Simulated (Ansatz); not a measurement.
# One crystal, many levels of theory: Sr2CaTi3O9 (perovskite [001] superlattice) (P4mm), part 2 of 2

What gap does each level of theory give for Sr2CaTi3O9 (perovskite [001] superlattice) (P4mm), and in what time?

Ansatz 0.2.0; density functionals, hybrids and G0W0, plane waves, PAW. Known limits of the many-body steps: finite bands, screening cutoff and k mesh; no spin-orbit coupling in G0W0; screening cutoff under 40 eV in some runs.

So far. Step 3 (LDA+SOC on the 6×6×2 mesh): Over mesh and listed points the gap is 1.817 eV, from k = (0.500, 0.500, 0.500) to k = Γ. The least direct gap found is 2.304 eV, at k = Γ. LDA+SOC against LDA: 1.817 − 1.818 = −0.001 eV, with the same mesh, set of files (read in its fully relativistic form for the spin-orbit run) and cutoff, and both edges at the same k points.

The structure was built from a prototype and need not be the compound's stable phase.

**5. G0W0@LDA, 4×4×2 mesh, 329 empty bands, screening to 90 eV, PAW set soft_1 files**

G0W0 replaces the xc potential by a self-energy built once from the orbitals of the start. Levels are corrected in the window of bands that the input names, at points of the mesh.

This step: G0W0 on LDA, plane waves, PAW; PAW set soft_1.

The input, input.yaml:

```yaml
crystal:
  lattice:
    - [3.8332940289, 0.0, 0.0]
    - [0.0, 3.8332940289, 0.0]
    - [0.0, 0.0, 11.5724503175]
  atoms:
    - { symbol: Sr, position: [0.0, 0.0, 0.0888685092] }
    - { symbol: O, position: [0.5, 0.5, 0.0805421152] }
    - { symbol: Ti, position: [0.5, 0.5, 0.2561651559] }
    - { symbol: O, position: [0.5, 0.0, 0.2470993584] }
    - { symbol: O, position: [0.0, 0.5, 0.2470993584] }
    - { symbol: Sr, position: [0.0, 0.0, 0.4250208297] }
    - { symbol: O, position: [0.5, 0.5, 0.4163779302] }
    - { symbol: Ti, position: [0.5, 0.5, 0.5916964269] }
    - { symbol: O, position: [0.5, 0.0, 0.5839199035] }
    - { symbol: O, position: [0.0, 0.5, 0.5839199035] }
    - { symbol: Ca, position: [0.0, 0.0, 0.7607153989] }
    - { symbol: O, position: [0.5, 0.5, 0.7499687] }
    - { symbol: Ti, position: [0.5, 0.5, 0.9195730861] }
    - { symbol: O, position: [0.5, 0.0, 0.9091378926] }
    - { symbol: O, position: [0.0, 0.5, 0.9091378926] }
kpoints:
  mp_grid: { grid: [4, 4, 2] }
hamiltonian:
  xc: lda
  pseudopotentials: { kind: paw, azcp: { folder: soft_1 }, xc_functional: pbe }
scf:
  occupations: { method: fixed }
gw:
  n_empty_bands: 329
  ecut_chi: 90.0
  qp_bands: [v4, c4]
  qp_kpoints: band_edges
  screening: { model: contour_deformation }
```

Run with:

```bash
$ ansatz run input.yaml --threads 4 --pin off --max-ram 17510MiB --backend cpu --events-out ev --progress --plain --runs-dir out
```

Numbers of over 12 decimals in the logs are rounded to 6 here.

What it wrote:

```text
[...]
Crystal: 15 atoms, lattice volume = 170.047 Å³
Basis set: ecut = 420 eV, 3351 PW (Γ)
Bands: 75, of which v1, the nominal top of the filled ones, is band 60 counted from 1 (59 counted from 0)
Symmetry: 8 space group operations
[...]
k-points: 12 of 32
[...]
11    60      9.9650   -26.0485     4.7951   -21.2139  0.7300     9.9256     9.9256  root
    11    61     14.0408   -14.7101    -7.1278   -23.6143  0.7043    15.9274    15.8172  root ?
    11    62     14.0408   -14.7101    -7.1278   -23.6143  0.7043    15.9274    15.8172  root ?
    11    63     14.1138   -14.7171    -7.1627   -23.6541  0.7027    15.9992    15.8881  root ?
    11    64     14.1138   -14.7171    -7.1627   -23.6541  0.7027    15.9992    15.8881  root ?
[key lines of the parts left out:]
SCF converged after 11 iterations
Free energy (F): -21036.208945 eV
Fermi energy:    9.965033 eV
```

Run time: 4.5 min. Hardware: 4 threads of Arm Neoverse V1, shared host; peak memory 2.5 GiB; 18 min of CPU time.

Numbers from this step:

- bands summed: 389
- RPA ε∞ on this mesh (eigenvalues): 5.902, 6.348, 6.348
- plane waves in the screening matrix: 305
- G0W0 gap over the corrected points: 3.596 eV
- k of the valence top: -0.5, -0.5, -0.5
- k of the conduction bottom: 0, 0, 0
- starting gap on the mesh: 1.810 eV
- Z at the valence top: 0.7300
- Z at the conduction bottom: 0.7527
- least direct G0W0 gap over the corrected points: 4.069 eV

Over 9 of 12 irreducible mesh points the G0W0 gap is 3.596 eV, from k = (-0.500, -0.500, -0.500) to k = Γ. The LDA gap of this run on the mesh is 1.810 eV. The two states that bound the G0W0 gap lie that far apart at the start, so the correction of the gap is 3.596 − 1.810 = +1.786 eV. The program marks 16 of the 72 corrected levels as in doubt (energies apart), neither edge state among them.

**6. All levels together**

Each gap is the least one over the points named; times are wall times on shared hosts, not benchmarks. A G0W0 time includes the run's own self-consistent start. Runs with listed points see these and the mesh alone, so an edge that moves elsewhere is missed. Rows marked * are further runs, not shown as steps, whose inputs differ from the G0W0 step on the same start in the columns given; solver thresholds can differ too. Rows marked ? have an edge level that the program doubts. Symmetry makes (0.500, 0.500, 0.500) and (-0.500, -0.500, -0.500) one point.

```csv
level,mesh,"files, cutoff","bands summed, screening",points,gap (eV),valence top,conduction bottom,least direct gap (eV),time
LDA,6×6×2,"soft_1 PAW, 420 eV",-,mesh and path,1.818,"(0.500, 0.500, 0.500)",Γ,2.323,31 s
LDA+SOC,6×6×2,"soft_1 PAW, 420 eV",-,mesh and listed points,1.817,"(0.500, 0.500, 0.500)",Γ,2.304,94 s
HSE06,4×4×2,"soft_1 PAW, 420 eV",-,mesh and listed points,3.414,"(0.500, 0.500, 0.500)",Γ,3.958,2.2 min
G0W0@LDA*?,4×4×2,"soft_1 PAW, 420 eV","143, 36 eV",9 of 12 irreducible mesh points,4.147,"(-0.500, -0.500, -0.500)",Γ,4.596,67 s
G0W0@LDA,4×4×2,"soft_1 PAW, 420 eV","389, 90 eV",9 of 12 irreducible mesh points,3.596,"(-0.500, -0.500, -0.500)",Γ,4.069,4.5 min
```

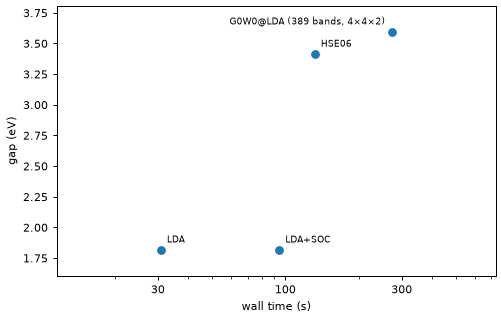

Gap against wall time for the runs shown as steps.

**7. Summary of results**

| Property | Result |
| --- | --- |
| LDA, over mesh and path | 1.818 eV |
| LDA+SOC, over mesh and listed points | 1.817 eV |
| HSE06, over mesh and listed points | 3.414 eV |
| G0W0@LDA (389 bands, 4×4×2), over 9 of 12 irreducible mesh points | 3.596 eV |
| known limits | finite bands, screening cutoff and k mesh; no spin-orbit coupling in G0W0; screening cutoff under 40 eV in some runs |

What this shows: The rows run from 1.817 eV (LDA+SOC) to 4.147 eV (G0W0@LDA (143 bands, 4×4×2)). They differ in mesh, bands and screening cutoff of G0W0 and the points over which the gap was sought as well as in level, so only pairs that share these are like for like. LDA+SOC against LDA: 1.817 − 1.818 = −0.001 eV, with the same mesh, set of files (read in its fully relativistic form for the spin-orbit run) and cutoff, and both edges at the same k points. The spin-orbit run sees mesh and listed points alone, so its gap is an upper bound: the coupling can move an edge off these points, the more so as this crystal has no centre of inversion, and the change over the zone, its sign included where it is small, is not known. G0W0@LDA (389 bands, 4×4×2) moves the gap of its own start on the mesh by 3.596 − 1.810 = +1.786 eV, between the same two levels. Both edges that LDA shows over mesh and path lie at k points where levels were corrected. Levels at other points were not corrected, so a lower G0W0 gap elsewhere in the zone is not ruled out. What spin-orbit coupling does to the G0W0 levels was not computed, so no sum with the G0W0 gap is formed. For G0W0@LDA: from 143 bands and 36 eV to 389 bands and 90 eV the gap moves by 3.596 − 4.147 = −0.551 eV; bands and screening cutoff rise together, so their parts are not told apart. Two runs can't test a law of convergence, so the limit is not known. For G0W0@LDA (389 bands, 4×4×2): the program marks 16 of the 72 corrected levels as in doubt (energies apart), neither edge state among them. The G0W0 runs are scalar-relativistic. No pair of G0W0 runs that differ in the mesh alone is shown (4×4×2 is a supercell whose nearest images lie 15 Å apart), so the error from the mesh is not known here. G0W0 is shown with one set of atomic data (soft_1 PAW), so the error from the files is not known here. A screening cutoff under 40 eV is crude: G0W0@LDA with 143 bands at 36 eV.

[Paths, hosts, dates, memory and timing lines, banners, echoed tables and standing remarks are left out of the program output.]

[Logs are printed without paths, hosts, clocks, repeated set-up lines and the standing remarks that a program may print on its own settings, such as how far it seeks lower states.]

[Runs of the session that timed out or met a known fault of the program may be left out.]

[Cells called generated may have been cut or substituted from an entry of the Crystallography Open Database or the Materials Project.]

[Hosts, paths, dates, database ids (printed as entryN), source tags and the programs' standing remarks are cut or masked in the printed files.]

[Where an RPA ε∞ is given, it is that of the G0W0 mesh and is not shown converged in it. Names of k-points follow the symmetry that the program found, which can be lower than the space group named. Band edges on a path are those of the sampled points; other points can move an edge, and change direct to indirect where valleys lie close.]

[Hybrid gaps are those of their k-mesh and are not shown converged in it.]
